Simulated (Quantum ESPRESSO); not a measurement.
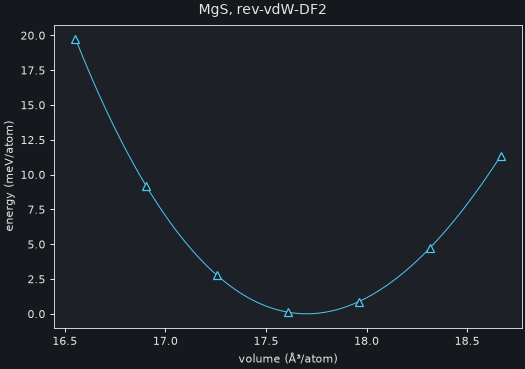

The plot gives the computed energy against volume for MgS, space group Fm-3m (No. 225).

Structure:
```xyz
2
Lattice="0.0000 2.6016 2.6016 2.6016 0.0000 2.6016 2.6016 2.6016 0.0000" Properties=species:S:1:pos:R:3 pbc="T T T"
S     2.6016    2.6016    2.6016
Mg    0.0000    0.0000    0.0000
```

Method: plane-wave DFT, no spin polarisation; energies at scaled volumes of the given cell, shape and fractions fixed, counted from the fit's minimum, third-order Birch-Murnaghan fit (Quantum ESPRESSO 7.5). Level: rev-vdW-DF2.

k mesh 9×9×9; occupations Fermi–Dirac; smearing width 0.05 eV; potentials PseudoDojo 0.4.1 SR PBE standard; wave cutoff 1143 eV; density cutoff 4572 eV.

This calculation gives: equilibrium volume 17.70 Å³/atom and bulk modulus 75.7 GPa.

Now Mg is replaced by Ba on all its sites, which gives BaS in the same structure. The second calculation uses wave cutoff 707.496 eV and k mesh 7×7×7. What happens?

The equilibrium volume rises from 17.70 to 32.68 Å³/atom (+85 %) and the bulk modulus falls from 75.7 to 44.7 GPa (−41 %).

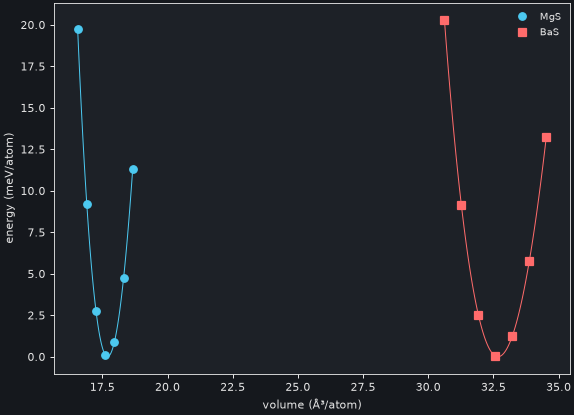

The two results together.

For MgS, limits of the calculation: potentials made for another functional.

For BaS, limits of the calculation: potentials made for another functional; this release of the barium file is off.

V0 and the bulk modulus come from third-order Birch–Murnaghan fits.
